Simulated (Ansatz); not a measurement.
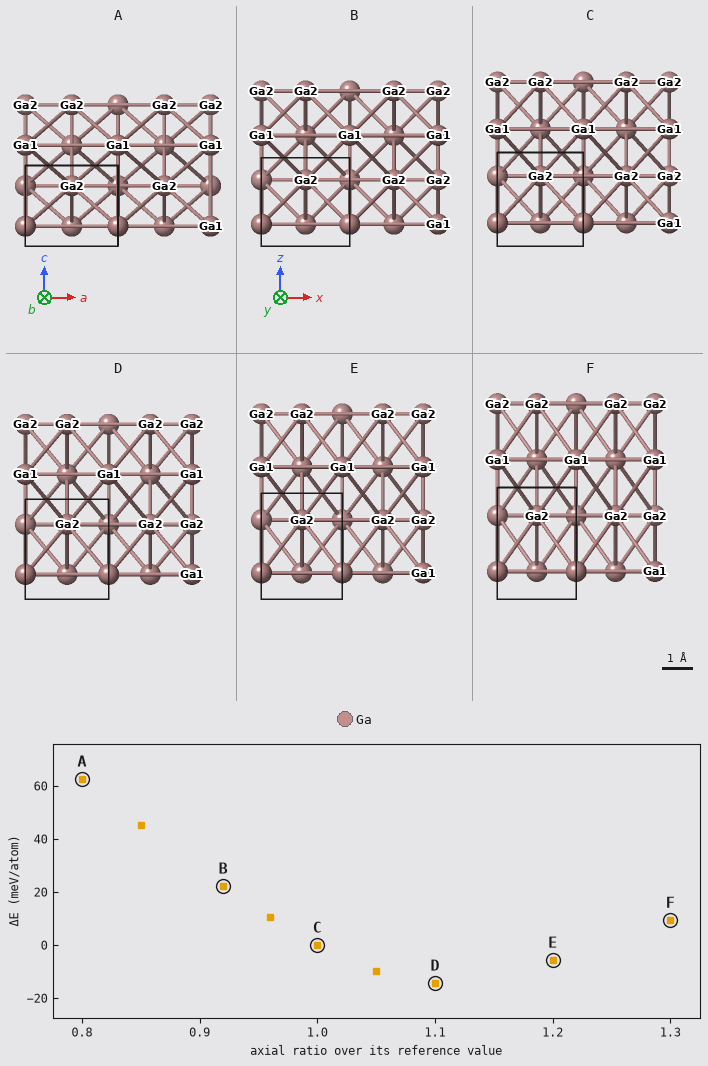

Energy scan for crystalline Ga (Cmcm), in which the ratio of the cell's length along z to its lengths across, counted as 1 for the reference, is changed at fixed volume (a c/a path), with the atoms kept at their fractional coordinates. x, y and z are the Cartesian axes of the input. The lettered frames are marked on the plot. A ball-and-stick model of the conventional cell (2 times the calculation's cell), repeated 1 × 1 × 1 with one cell outlined, repeated 2 × 2 × 2 with one cell outlined, seen along the b axis. Lengths and directions refer to the drawn axes.

These are results of DFT r2SCAN, scalar-relativistic, plane waves, PAW (Ansatz 0.2.0), not measurements. Set-up: plane-wave cutoff 500 eV; k-point mesh 20 × 20 × 16; occupations gaussian; smearing width 0.15 eV; no spin polarisation. Energies (free energies at the smearing named) are counted from the cell as listed in its source, which wasn't relaxed.

> Read off the main features of the energy profile.

The lowest computed point lies at the relative ratio 1.10 (−14.3 meV/atom). The unrelaxed reference is under a pressure of −1.5 GPa. The distortion keeps the space group Cmcm. At the relative ratio 1.30 the cell of the drawing goes a 2.900 → 2.657 Å, b 8.130 → 7.449 Å, c 3.170 → 3.776 Å.
